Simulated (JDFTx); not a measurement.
# Run report: Si, geometry relaxation (part 1 of 2)

System: Si (Fd-3m, 2 atoms in the cell).
Method: Kohn-Sham DFT of a periodic cell, PBE with D3, PseudoDojo-SR-PBE-0.5-standard, no spin polarisation (JDFTx 1.7.0 (patched build)).

The structure derives from a Materials Project entry.

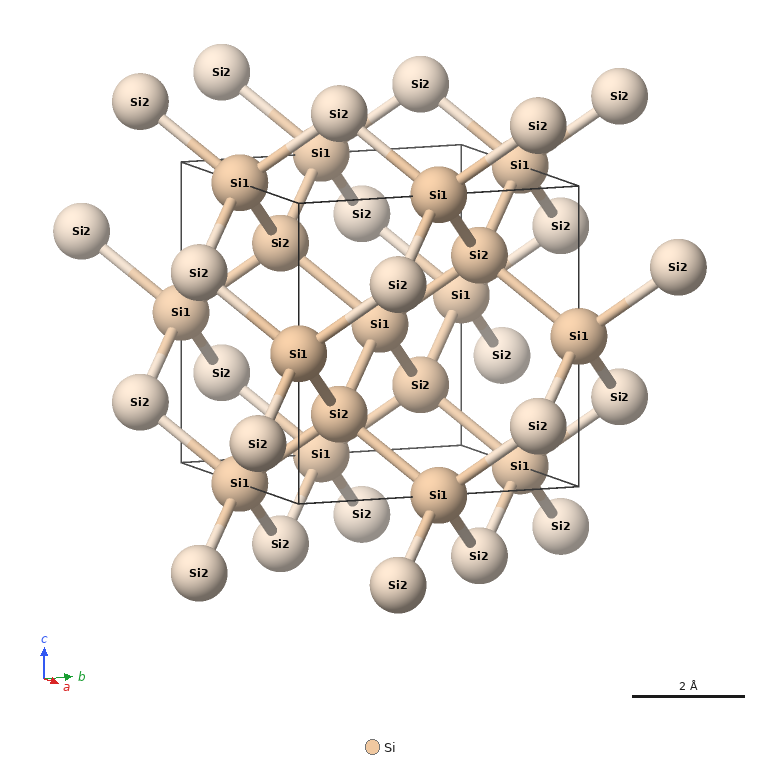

The input geometry (ball-and-stick view of the cell 4 times as large as that of the calculation, set on its symmetry axes, seen slightly off an axis; neighbours outside the cell are drawn fainter; atoms are numbered from 1 in the order of the input).

The input:
```
lattice \
    0.0000000000     2.7218511865     2.7218511865 \
    2.7218511865     0.0000000000     2.7218511865 \
    2.7218511865     2.7218511865     0.0000000000
latt-scale 1.889726124626 1.889726124626 1.889726124626
coords-type Lattice
ion Si     0.5000000000     0.5000000000     0.5000000000 1
ion Si     0.7500000000     0.7500000000     0.7500000000 1

ion-species pseudo/Si.upf
elec-cutoff 18 144
elec-ex-corr gga-PBE
van-der-waals D3
kpoint-folding 8 8 8
elec-smearing Fermi 0.0018374661
elec-n-bands 9
electronic-SCF nIterations 100 energyDiffThreshold 1e-09
electronic-minimize nIterations 30 energyDiffThreshold 1e-7
forces-output-coords Cartesian
lattice-minimize nIterations 40 energyDiffThreshold 1e-6

dump-name run.$VAR
dump End Ecomponents EigStats BandEigs Kpoints Forces Stress ElecDensity Dtot KEdensity
```

Run on 1 thread of Arm Neoverse V2, 24 GiB of memory available, shared host.

Launch command:
```bash
jdftx -c 1 -i Si.in -o Si.out
```

The program's output:
```
*************** JDFTx 1.7.0 (patched build) ***************

Input parsed successfully to the following command list (including defaults):
[... the input with its defaults ...]

---------- Setting up symmetries ----------

Found 48 point-group symmetries of the bravais lattice
Found 48 space-group symmetries with basis
Applied RMS atom displacement 0 bohrs to make symmetries exact.

---------- Initializing the Grid ----------
R =
[            0      5.14355      5.14355  ]
[      5.14355            0      5.14355  ]
[      5.14355      5.14355            0  ]
unit cell volume = 272.157
G =
[  -0.610783   0.610783   0.610783  ]
[   0.610783  -0.610783   0.610783  ]
[   0.610783   0.610783  -0.610783  ]
Minimum fftbox size, Smin = [  40  40  40  ]
Chosen fftbox size, S = [  40  40  40  ]

---------- Initializing tighter grid for wavefunction operations ----------
R =
[            0      5.14355      5.14355  ]
[      5.14355            0      5.14355  ]
[      5.14355      5.14355            0  ]
unit cell volume = 272.157
G =
[  -0.610783   0.610783   0.610783  ]
[   0.610783  -0.610783   0.610783  ]
[   0.610783   0.610783  -0.610783  ]
Minimum fftbox size, Smin = [  28  28  28  ]
Chosen fftbox size, S = [  28  28  28  ]

---------- Exchange Correlation functional ----------
Initalized PBE GGA exchange.
Initalized PBE GGA correlation.

---------- Setting up pseudopotentials ----------
Width of ionic core gaussian charges (only for fluid interactions / plotting) set to 0

Reading pseudopotential file 'pseudo/Si.upf':
  'Si' pseudopotential, 'PBE' functional
  Generated using ONCVPSP code by D. R. Hamann
  4 valence electrons, 2 orbitals, 6 projectors, 1001 radial grid points, with lMax = 2
    3S    l: 0   occupation:  2.0   eigenvalue: -0.397365
    3P    l: 1   occupation:  2.0   eigenvalue: -0.149981
  Core radius for overlap checks: 1.86 bohrs.

Initialized 1 species with 2 total atoms.

Folded 1 k-points by 8x8x8 to 512 k-points.

---------- Setting up k-points, bands, fillings ----------
Reduced to 29 k-points under symmetry.
Computing the number of bands and number of electrons
Calculating initial fillings.
nElectrons:   8.000000   nBands: 9   nStates: 29

----- Setting up reduced wavefunction bases (one per k-point) -----
average nbasis = 992.451 , ideal nbasis = 992.710

Initializing DFT-D3 calculator:
	Parameters set for gga-PBE functional
	s6:  1.000  s_r6:  1.217
	s8:  0.722  s_r8:  1.000
	Per-atom parameters loaded for:
	Si:  sqrtQ[a0]:  4.883  Rcov[a0]:  1.965  CN: [ 0.00 0.95 1.94 2.94 3.87 ]

---------- Setting up ewald sum ----------
Optimum gaussian width for ewald sums = 2.336113 bohr.
Real space sum over 1331 unit cells with max indices [  5  5  5  ]
Reciprocal space sum over 2197 terms with max indices [  6  6  6  ]

Computing DFT-D3 correction:
# coordination-number Si 3.952 3.952
# diagonal-C6 Si 150.84 150.84
EvdW_6 =   -0.004855
EvdW_8 =   -0.005950

---------- Allocating electronic variables ----------
Initializing wave functions:  linear combination of atomic orbitals
Note: number of bands (9) exceeds available atomic orbitals (8)
Si pseudo-atom occupations:   s ( 2 )  p ( 2 )
	FillingsUpdate:  mu: +0.270689766  nElectrons: 8.000000
LCAOMinimize: Iter:   0  F: -7.8652104083701486  |grad|_K:  8.034e-05  alpha:  1.000e+00
	FillingsUpdate:  mu: +0.270580318  nElectrons: 8.000000
LCAOMinimize: Iter:   1  F: -7.8652176664056226  |grad|_K:  2.219e-06  alpha:  9.575e-01  linmin: -1.853e-03  cgtest:  3.930e-03
	FillingsUpdate:  mu: +0.270582618  nElectrons: 8.000000
LCAOMinimize: Iter:   2  F: -7.8652176721335838  |grad|_K:  1.221e-08  alpha:  9.907e-01  linmin: -5.623e-03  cgtest: -2.536e-03
	FillingsUpdate:  mu: +0.270582606  nElectrons: 8.000000
LCAOMinimize: Iter:   3  F: -7.8652176721336451  |grad|_K:  2.673e-09  alpha:  7.647e-01  linmin: -4.219e-01  cgtest:  9.953e-01
LCAOMinimize: Encountered beta<0, resetting CG.
LCAOMinimize: Converged (|Delta F|<1.000000e-06 for 2 iters).

--------- Lattice Minimization ---------

Computing DFT-D3 correction:
# coordination-number Si 3.952 3.952
# diagonal-C6 Si 150.84 150.84
EvdW_6 =   -0.004855
EvdW_8 =   -0.005950

-------- Electronic minimization -----------
Will mix electronic density at each iteration.
	FillingsUpdate:  mu: +0.270582606  nElectrons: 8.000000
	FillingsUpdate:  mu: +0.228599736  nElectrons: 8.000000
SCF: Cycle:  0   F: -7.926509551632591   dF: -6.129e-02   |Residual|: 6.324e-02   |deigs|: 1.366e-01
	FillingsUpdate:  mu: +0.230548046  nElectrons: 8.000000
SCF: Cycle:  1   F: -7.928086160679520   dF: -1.577e-03   |Residual|: 3.797e-02   |deigs|: 1.006e-02
	FillingsUpdate:  mu: +0.236981991  nElectrons: 8.000000
SCF: Cycle:  2   F: -7.928513507209385   dF: -4.273e-04   |Residual|: 7.132e-03   |deigs|: 6.389e-03
	FillingsUpdate:  mu: +0.236072848  nElectrons: 8.000000
SCF: Cycle:  3   F: -7.928522610082965   dF: -9.103e-06   |Residual|: 3.180e-03   |deigs|: 2.911e-03
	FillingsUpdate:  mu: +0.236881558  nElectrons: 8.000000
SCF: Cycle:  4   F: -7.928528101776397   dF: -5.492e-06   |Residual|: 3.426e-04   |deigs|: 2.029e-03
	FillingsUpdate:  mu: +0.236997633  nElectrons: 8.000000
SCF: Cycle:  5   F: -7.928528382534857   dF: -2.808e-07   |Residual|: 2.459e-04   |deigs|: 1.500e-03
	FillingsUpdate:  mu: +0.236957386  nElectrons: 8.000000
SCF: Cycle:  6   F: -7.928528478006538   dF: -9.547e-08   |Residual|: 3.331e-05   |deigs|: 1.056e-03
	FillingsUpdate:  mu: +0.236965395  nElectrons: 8.000000
SCF: Cycle:  7   F: -7.928528501271874   dF: -2.327e-08   |Residual|: 2.695e-05   |deigs|: 7.020e-04
	FillingsUpdate:  mu: +0.236962287  nElectrons: 8.000000
SCF: Cycle:  8   F: -7.928528512005580   dF: -1.073e-08   |Residual|: 1.001e-05   |deigs|: 5.303e-04
	FillingsUpdate:  mu: +0.236960774  nElectrons: 8.000000
SCF: Cycle:  9   F: -7.928528514284959   dF: -2.279e-09   |Residual|: 1.945e-06   |deigs|: 3.055e-04
	FillingsUpdate:  mu: +0.236961175  nElectrons: 8.000000
SCF: Cycle: 10   F: -7.928528515557060   dF: -1.272e-09   |Residual|: 1.563e-06   |deigs|: 2.673e-04
	FillingsUpdate:  mu: +0.236961143  nElectrons: 8.000000
SCF: Cycle: 11   F: -7.928528515813850   dF: -2.568e-10   |Residual|: 1.549e-06   |deigs|: 1.557e-04
	FillingsUpdate:  mu: +0.236960956  nElectrons: 8.000000
SCF: Cycle: 12   F: -7.928528515967471   dF: -1.536e-10   |Residual|: 6.913e-07   |deigs|: 1.909e-04
SCF: Converged (|Delta E|<1.000000e-09 for 2 iters).

Setting wave functions to eigenvectors of Hamiltonian

Computing DFT-D3 correction:
# coordination-number Si 3.952 3.952
# diagonal-C6 Si 150.84 150.84
EvdW_6 =   -0.004855
EvdW_8 =   -0.005950
# Lattice vectors:
R =
[            0      5.14355      5.14355  ]
[      5.14355            0      5.14355  ]
[      5.14355      5.14355            0  ]
unit cell volume = 272.157

# Strain tensor in Cartesian coordinates:
[            0            0            0  ]
[            0            0            0  ]
[            0            0            0  ]

# Stress tensor in Cartesian coordinates [Eh/a0^3]:
[ -1.59324e-05            0            0  ]
[            0 -1.59324e-05            0  ]
[            0            0 -1.59324e-05  ]

# Ionic positions in lattice coordinates:
ion Si   0.500000000000000   0.500000000000000   0.500000000000000 1
ion Si   0.750000000000000   0.750000000000000   0.750000000000000 1

# Forces in Cartesian coordinates:
force Si  -0.000000000000000  -0.000000000000000   0.000000000000000 1
force Si   0.000000000000000   0.000000000000000  -0.000000000000000 1

# Energy components:
   Eewald =       -8.3783295099594906
       EH =        0.5512120423786062
     Eloc =       -1.7593717566431726
      Enl =        1.1518738055713400
     EvdW =       -0.0108047581547347
      Exc =       -3.0880605402146593
 Exc_core =        0.5446612081812623
       KE =        3.0602919532517650
-------------------------------------
     Etot =       -7.9285275555890831
       TS =        0.0000009603783878
-------------------------------------
        F =       -7.9285285159674705

LatticeMinimize: Iter:   0  F: -7.928528515967471  |grad|_K:  1.159e-03

#--- Lowdin population analysis ---
# oxidation-state Si +0.036 +0.036

Computing DFT-D3 correction:
# coordination-number Si 3.951 3.951
# diagonal-C6 Si 150.84 150.84
EvdW_6 =   -0.004853
EvdW_8 =   -0.005949

-------- Electronic minimization -----------
Will mix electronic density at each iteration.
	FillingsUpdate:  mu: +0.236960956  nElectrons: 8.000000
	FillingsUpdate:  mu: +0.236847050  nElectrons: 8.000000
SCF: Cycle:  0   F: -7.928529801303896   dF: -6.516e-09   |Residual|: 1.431e-05   |deigs|: 1.122e-04
	FillingsUpdate:  mu: +0.236848361  nElectrons: 8.000000
SCF: Cycle:  1   F: -7.928529818327744   dF: -1.702e-08   |Residual|: 1.685e-05   |deigs|: 3.790e-04
	FillingsUpdate:  mu: +0.236844021  nElectrons: 8.000000
SCF: Cycle:  2   F: -7.928529817709284   dF: +6.185e-10   |Residual|: 4.169e-05   |deigs|: 2.487e-04
	FillingsUpdate:  mu: +0.236851886  nElectrons: 8.000000
SCF: Cycle:  3   F: -7.928529818557463   dF: -8.482e-10   |Residual|: 2.031e-06   |deigs|: 1.254e-04
	FillingsUpdate:  mu: +0.236851836  nElectrons: 8.000000
SCF: Cycle:  4   F: -7.928529818566974   dF: -9.512e-12   |Residual|: 1.002e-06   |deigs|: 6.381e-05
SCF: Converged (|Delta E|<1.000000e-09 for 2 iters).

Setting wave functions to eigenvectors of Hamiltonian

Computing DFT-D3 correction:
# coordination-number Si 3.951 3.951
# diagonal-C6 Si 150.84 150.84
EvdW_6 =   -0.004853
EvdW_8 =   -0.005949
LatticeMinimize: 	Wolfe criterion not satisfied: alpha: 1  (E-E0)/|gdotd0|: -0.969847  gdotd/gdotd0: 0.940278 (taking cubic step)

Computing DFT-D3 correction:
# coordination-number Si 3.950 3.950
# diagonal-C6 Si 150.85 150.85
EvdW_6 =   -0.004850
EvdW_8 =   -0.005948

-------- Electronic minimization -----------
Will mix electronic density at each iteration.
	FillingsUpdate:  mu: +0.236851836  nElectrons: 8.000000
	FillingsUpdate:  mu: +0.236624381  nElectrons: 8.000000
SCF: Cycle:  0   F: -7.928532123031378   dF: -3.408e-08   |Residual|: 3.137e-05   |deigs|: 3.556e-05
	FillingsUpdate:  mu: +0.236627211  nElectrons: 8.000000
SCF: Cycle:  1   F: -7.928532182598284   dF: -5.957e-08   |Residual|: 3.205e-05   |deigs|: 4.879e-05
	FillingsUpdate:  mu: +0.236625912  nElectrons: 8.000000
SCF: Cycle:  2   F: -7.928532182654757   dF: -5.647e-11   |Residual|: 3.930e-05   |deigs|: 1.815e-05
	FillingsUpdate:  mu: +0.236634988  nElectrons: 8.000000
SCF: Cycle:  3   F: -7.928532183525457   dF: -8.707e-10   |Residual|: 9.469e-06   |deigs|: 4.878e-05
SCF: Converged (|Delta E|<1.000000e-09 for 2 iters).

Setting wave functions to eigenvectors of Hamiltonian

Computing DFT-D3 correction:
# coordination-number Si 3.950 3.950
# diagonal-C6 Si 150.85 150.85
EvdW_6 =   -0.004850
EvdW_8 =   -0.005948
# Lattice vectors:
R =
[            0      5.14515      5.14515  ]
[      5.14515            0      5.14515  ]
[      5.14515      5.14515            0  ]
unit cell volume = 272.41

# Strain tensor in Cartesian coordinates:
[  0.000309769            0            0  ]
[            0  0.000309769            0  ]
[            0            0  0.000309769  ]

# Stress tensor in Cartesian coordinates [Eh/a0^3]:
[ -1.31063e-05            0            0  ]
[            0 -1.31063e-05            0  ]
[            0            0 -1.31063e-05  ]

# Ionic positions in lattice coordinates:
ion Si   0.500000000000000   0.500000000000000   0.500000000000000 1
ion Si   0.750000000000000   0.750000000000000   0.750000000000000 1

# Forces in Cartesian coordinates:
force Si  -0.000000000000000  -0.000000000000000   0.000000000000000 1
force Si   0.000000000000000   0.000000000000000   0.000000000000000 1

# Energy components:
   Eewald =       -8.3757349675091479
       EH =        0.5516138461977793
     Eloc =       -1.7614859261242104
      Enl =        1.1516240256686501
     EvdW =       -0.0107980315908639
      Exc =       -3.0875417967718426
 Exc_core =        0.5446611872833779
       KE =        3.0591304273821276
-------------------------------------
     Etot =       -7.9285312354641313
       TS =        0.0000009480613252
-------------------------------------
        F =       -7.9285321835254567

LatticeMinimize: Iter:   1  F: -7.928532183525457  |grad|_K:  9.542e-04  alpha:  3.000e+00  linmin: -1.000e+00

#--- Lowdin population analysis ---
# oxidation-state Si +0.036 +0.036

Computing DFT-D3 correction:
# coordination-number Si 3.942 3.942
# diagonal-C6 Si 150.92 150.92
EvdW_6 =   -0.004830
EvdW_8 =   -0.005937
```
